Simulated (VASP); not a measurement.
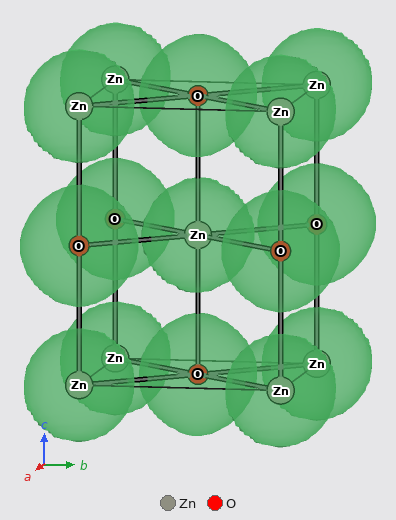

ZnO. Isosurface of the valence charge density (pseudo) at 0.5 e/Å³ (green), seen slightly off an axis. Sticks mark near contacts.

Space group Immm; a structure from a database of computed crystals, not necessarily the ambient phase; changed on purpose from its base cell (strain -0.0600 x Voigt [0, 0, 0, 0, 1, 0], atoms carried along); computed pressure about −14 GPa in this cell.

These are results of Kohn-Sham DFT of a periodic cell, LDA, VASP PAW LDA potentials, recommended (VASP 6.6.1), not measurements.

### Which contacts does the surface bridge?

At this value the density breaks into separate islands; it holds about 80 % of the electrons treated as valence. It bridges none of the near contacts. It is pinched off along the shortest Zn–O (2.17 Å) contacts. On the grid the lowest density along these lines, outside the cores, is 0.38 e/Å³ (Zn–O, 2.17 Å).

### Does the calculation make it a metal, or give it a gap?

It is gapped, with a Kohn–Sham gap of 0.60 eV on the k-point mesh, an upper bound to the gap of this method.
